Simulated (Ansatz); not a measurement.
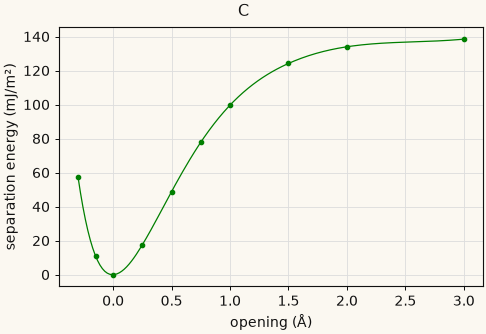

The plot gives the computed separation energy against opening for C, space group Fmmm (No. 69).

Starting cell:
```yaml
crystal:
  lattice:
    - [-1.22277, 2.11674, 0.00000]
    - [-1.22277, -2.11674, 0.00000]
    - [0.00000, 0.00000, 13.47064]
  atoms:
    - { symbol: C, position: [0.91670, 0.08330, 0.12500] }
    - { symbol: C, position: [0.91670, 0.08330, 0.62500] }
    - { symbol: C, position: [0.41670, 0.58330, 0.87500] }
    - { symbol: C, position: [0.41670, 0.58330, 0.37500] }
    - { symbol: C, position: [0.08330, 0.91670, 0.87500] }
    - { symbol: C, position: [0.08330, 0.91670, 0.37500] }
    - { symbol: C, position: [0.58330, 0.41670, 0.12500] }
    - { symbol: C, position: [0.58330, 0.41670, 0.62500] }
```

Calculation (Ansatz 0.2.0): rigid opening of a crystal across a plane by lengthening cell vector c along the normal, one cut a cell, unrelaxed, by plane-wave density functional theory with PAW datasets, free energies less that of the undisturbed cell; scalar-relativistic. Level: LDA, no spin polarisation.

wave cutoff 420 eV; k mesh 22×22×4; occupations Gaussian; smearing width 0.15 eV; k shift (0, 0, 0) (mesh steps); start relaxed; height of the cut 0 (fraction of cell vector c).

From this curve and the settings, what does the calculation give for the traction at the same points?

The traction goes from −4.78 GPa at opening −0.30 Å to 0.02 GPa at 3.00 Å, not monotonically, with a high of 1.26 GPa at 0.50 Å.

```csv
opening (Å),traction (GPa)
-0.30,-4.78
-0.15,-1.67
0.00,0.03
0.25,1.15
0.50,1.26
0.75,1.02
1.00,0.73
1.50,0.30
2.00,0.11
3.00,0.02
```
